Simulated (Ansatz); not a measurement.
## Zr₃S₂: 5 runs along one coordinate

System: Zr₃S₂ (5 atoms in the cell).
Method: DFT PBE, scalar-relativistic, plane waves, PAW, no spin polarisation (Ansatz 0.2.0).

The 5 runs differ only in the geometry, by a strain of the cell at fixed fractional positions. Against run 3, the strain is εzz = η. The structure derives from a Materials Project entry.

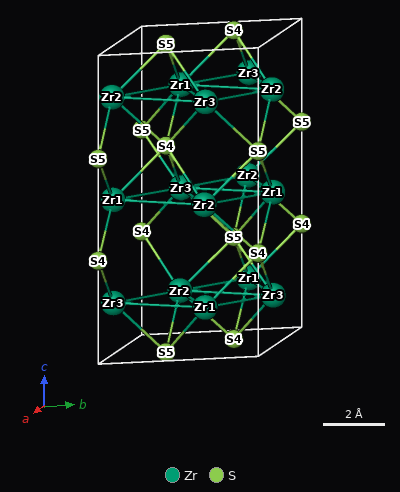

Figure 1. The structure of run 3 (ball-and-stick view of the cell 3 times as large as that of the calculation, set on its symmetry axes, seen slightly off an axis; atoms are numbered from 1 in the order of the input). An atom can appear more than once, as a periodic image.

## Input of run 3
```yaml
crystal:
  lattice:
    - [2.7504512434, 1.5879737658, 3.4803742106]
    - [-2.7504512434, 1.5879737658, 3.4803742106]
    - [0.0, -3.1759475315, 3.4803742107]
  atoms:
    - { symbol: Zr, position: [0.1621066357, 0.8378933643, 0.5] }
    - { symbol: Zr, position: [0.5, 0.1621066357, 0.8378933643] }
    - { symbol: Zr, position: [0.8378933643, 0.5, 0.1621066357] }
    - { symbol: S, position: [0.3347765468, 0.3347765468, 0.3347765468] }
    - { symbol: S, position: [0.6652234532, 0.6652234532, 0.6652234532] }
basis:
  ecutwfc: 420
kpoints:
  mp_grid: { grid: [12, 12, 12] }
hamiltonian:
  xc: pbe
scf:
  occupations: { method: gaussian, width: 0.15 }
output:
  forces: true
  stress: true
  eigenvalues: true
```

Command:
```bash
ansatz run input.yaml --threads 2 --pin off --max-ram 5120MiB --backend cpu --events-out ev --progress --plain --runs-dir out
```

Run 2 differs from it as follows:
```diff
-    - [2.7504512434, 1.5879737658, 3.4803742106]
-    - [-2.7504512434, 1.5879737658, 3.4803742106]
-    - [0.0, -3.1759475315, 3.4803742107]
+    - [2.7504512434, 1.5879737658, 3.3933648554]
+    - [-2.7504512434, 1.5879737658, 3.3933648554]
+    - [0.0, -3.1759475315, 3.3933648554]
```

## Results, with one run withheld

```csv
run,strain parameter η (%),"free energy per atom, from the lowest run given (meV)",pressure (GPa)
1,−5.0000,135.38,25.54
2,−2.5000,?,?
3,0.0000,28.14,14.83
4,2.5000,5.49,10.53
5,5.0000,0.00,6.81
```

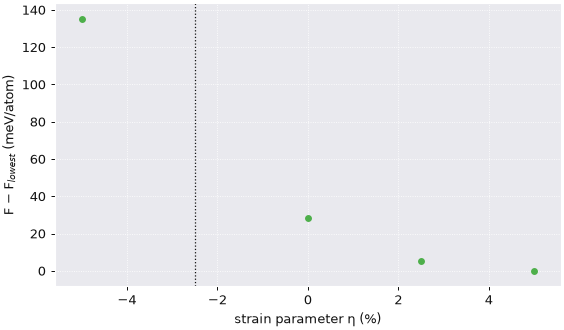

Figure 2. Free energy per atom of the runs given; the dotted line marks run 2.

Fit the runs given and predict run 2.

A quadratic polynomial in the coordinate, fitted to the 4 runs given, misses them by at most 0.76 meV per atom. With x = η − 0.6250, it reads F = 20.884 − 11.546 x + 1.563 x² (meV per atom). At run 2 it gives 72.23 meV per atom, and the run itself gives 70.49. The fit has its minimum at η = 4.3185 %. The miss comes from the order of the polynomial or from scatter in that run; these data can't tell which.

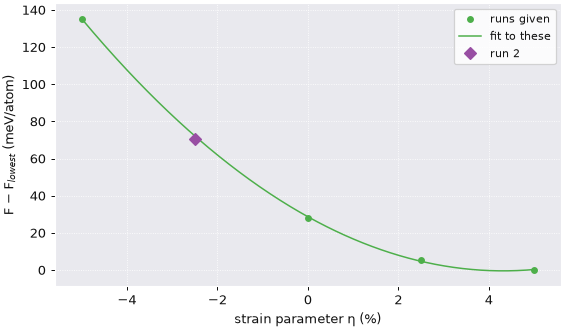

Figure 3. The fit and the withheld run.

## Output, shortened to warnings, some set-up lines, iterations and results (run 2)
```
Basis set: ecut = 420 eV, 1733 PW (Γ), exchange–correlation on 64×64×64 points (8 copies of the dense FFT grid, shifted against one another)
Symmetry: 6 space group operations
k-points: 189 of 1728 (time reversal used)
Initial density: superposition of atomic densities (neutral atoms: chi_scale 0, normalization atom), corrected by the library's trained network
[...]
SCF iter   1: F=—  HF=-14360.432238 eV  |F-HF|=—  |Δ(HF+E_count)|=         —  Δρ=6.78e-3  dr2=3.99e-2  ethr=1.77e-3  ⟨swp⟩=5.3  Hψ=22970  notcnv=0
SCF iter   2: F=—  HF=-14360.425059 eV  |F-HF|=—  |Δ(HF+E_count)|=   7.18e-3  Δρ=3.89e-3  dr2=1.23e-2  ethr=8.32e-5  ⟨swp⟩=1.0  Hψ=6993  notcnv=0
SCF iter   3: F=—  HF=-14360.425139 eV  |F-HF|=—  |Δ(HF+E_count)|=   8.00e-5  Δρ=7.53e-4  dr2=5.45e-4  ethr=2.56e-5  ⟨swp⟩=2.0  Hψ=7749  notcnv=0
SCF iter   4: F=—  HF=-14360.425185 eV  |F-HF|=—  |Δ(HF+E_count)|=   4.65e-5  Δρ=1.73e-4  dr2=3.74e-5  ethr=1.14e-6  ⟨swp⟩=2.3  Hψ=8783  notcnv=0
SCF iter   5: F=—  HF=-14360.425139 eV  |F-HF|=—  |Δ(HF+E_count)|=   4.62e-5  Δρ=3.71e-5  dr2=1.92e-6  ethr=7.80e-8  ⟨swp⟩=2.0  Hψ=7356  notcnv=0
SCF iter   6: F=—  HF=-14360.425139 eV  |F-HF|=—  |Δ(HF+E_count)|=   3.04e-7  Δρ=8.83e-6  dr2=1.34e-7  ethr=4.00e-9  ⟨swp⟩=2.6  Hψ=9025  notcnv=0
SCF iter   7: F=-14360.425139 eV  HF=-14360.425139 eV  |F-HF|=1.72e-9  |Δ(HF+E_count)|=   2.44e-8  Δρ=2.18e-6  dr2=5.72e-9  ethr=2.08e-10  ⟨swp⟩=4.4  Hψ=17961  notcnv=0
SCF 1 converged in 7 iterations: F = -14360.425139 eV  dr2 = 5.72e-9
SCF converged after 7 iterations
Free energy (F): -14360.425139 eV
Harris-Foulkes:  -14360.425139 eV  (|F-HF|=1.72e-9)
Internal energy: -14360.399384 eV  (E = F + TS)
E sigma→0 (E₀):  -14360.412261 eV
Entropy (-TS):   -0.025755 eV (-5.151 meV/atom)
Fermi energy:    14.928247 eV
--- Per-component energies (eV) ---
  E_band       = -189.963976
  E_kinetic    = 1240.943181
  E_local      = -2048.033614  (includes V_loc(G=0)·N_el)
  E_nonlocal   = 296.378864
  E_hartree    = 667.585342
  E_xc         = -689.885579
  E_vxc        = -762.313397  (∫ρ·V_xc dr)
  E_paw        = -10063.860169  (= ΣΔE_a)
  E_vpaw       = -252.111809  (= ΣTr[D̂ρ^β])
  E_aug_tail   = 0.000079  (compensation charges beyond the density's cutoff)
  E_ewald      = -3763.527488
  E_smearing   = -0.025755  (= −TS)
  E_closure    = -0.000000  (closes the sum)
  Σ components = -14360.425139   (vs F -14360.425139, Δ=0.00e0)
--- Forces (eV/Å), atoms counted from 1 ---
  atom   1  Zr    -0.45626322    -0.00000000     0.00000000
  atom   2  Zr     0.22813161    -0.39513554     0.00000000
  atom   3  Zr     0.22813161     0.39513554    -0.00000000
  atom   4  S     -0.00000000     0.00000000     0.04147319
  atom   5  S     -0.00000000    -0.00000000    -0.04147319
  max |Σ_I F_I| component: 1.85e-16 eV/Å
--- Stress (GPa, compression-positive) ---
       20.378270       0.000000       0.000000
        0.000000      20.378270      -0.000000
        0.000000      -0.000000      18.659351
  P = ⅓ Tr σ = 19.8053 GPa (198.053 kbar)
```
